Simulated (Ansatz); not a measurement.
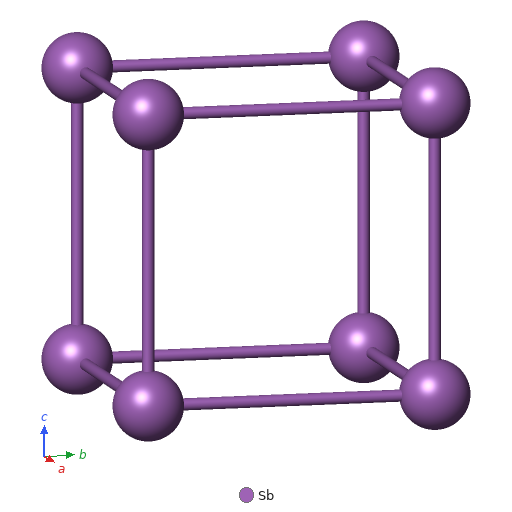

System: Sb, space group Pm-3m (No. 221). The picture shows the cell.

Starting cell:
```
CELL_PARAMETERS angstrom
3.16000 0.00000 0.00000
0.00000 3.16000 0.00000
0.00000 0.00000 3.16000
ATOMIC_POSITIONS crystal
Sb 0.00000 0.00000 0.00000
```

Method: biaxial strain in the xy plane and strain along z of a crystal, fractional coordinates fixed, by plane-wave density functional theory with PAW datasets, free energies less that of the undisturbed cell, pressure positive in compression (Ansatz 0.2.0). Level: PBEsol, no spin polarisation.

- wave cutoff: 420 eV
- k mesh: 16×16×16
- occupations: Gaussian
- smearing width: 0.15 eV
- k shift: (0, 0, 0) (mesh steps)
- start: as given

Describe the result: the map of the energy change and pressure over strain zz and strain xx = yy. The grid: strain zz −0.08, −0.04, 0, 0.04, 0.08 ; strain xx = yy −0.08, −0.04, 0, 0.04, 0.08.

At the origin a neighbouring grid point lies 45 meV/atom lower, so the given structure isn't at the minimum of this landscape. The energy change is least, −45 meV/atom, at strain zz of −0.04 and strain xx = yy of −0.04, and largest, 408 meV/atom, at strain zz of 0.08 and strain xx = yy of 0.08. Near the origin the softest direction lies along strain zz, turned by about 13° so that strain xx = yy takes the opposite sign; the curvature across the valley is 2.7 times that along it. The pressure is least, −9.64 GPa, at strain zz of 0.08 and strain xx = yy of 0.08, and largest, 13.76 GPa, at strain zz of −0.08 and strain xx = yy of −0.08.

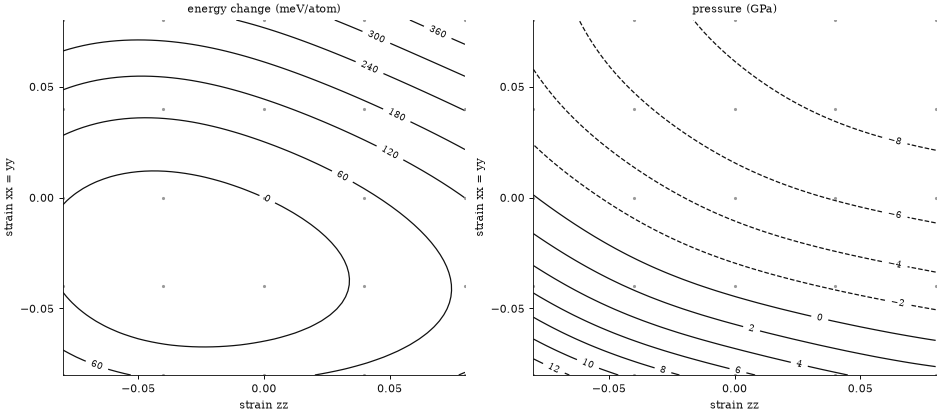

Caveats: reference crystal is not relaxed.
